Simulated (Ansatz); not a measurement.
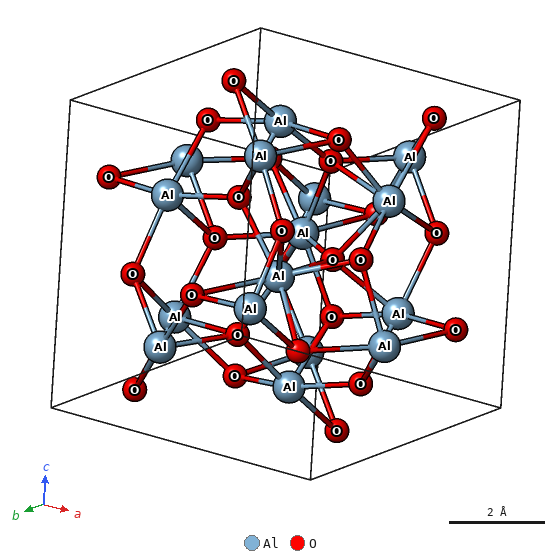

The crystal in a ball-and-stick representation, seen from a general direction. The supercell is drawn as a box. The host is Al$_{2}$O$_{3}$, in a cell of 40 sites, and the cell carries a charge of -2.

Q: How does this supercell depart from the perfect host?

A: An interstitial oxygen atom. It is bonded to four Al at about 1.9 to 2.0 Å.

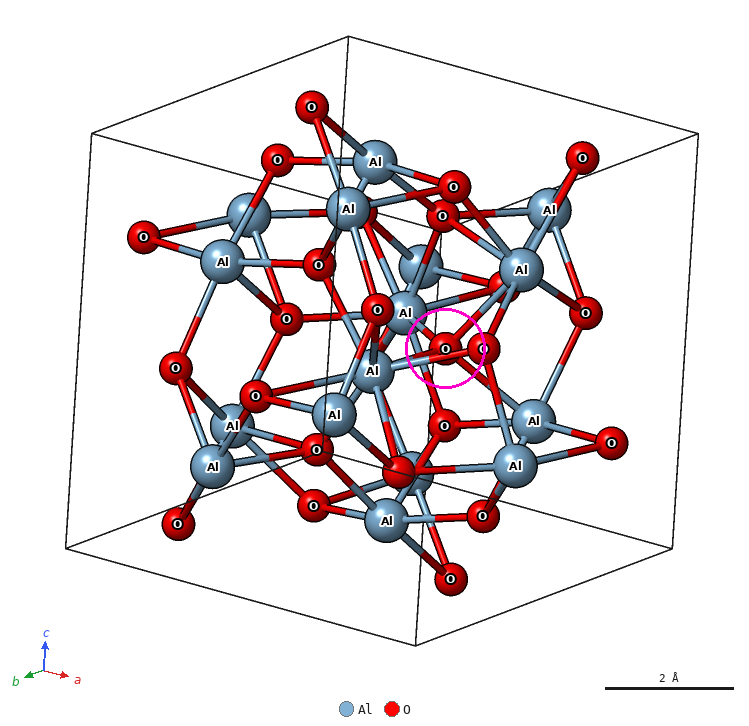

The same cell with a ring at the defect's site.

The atoms were relaxed in the host's cell with Ansatz 0.2.0, DFT PBE, scalar-relativistic, plane waves, PAW.
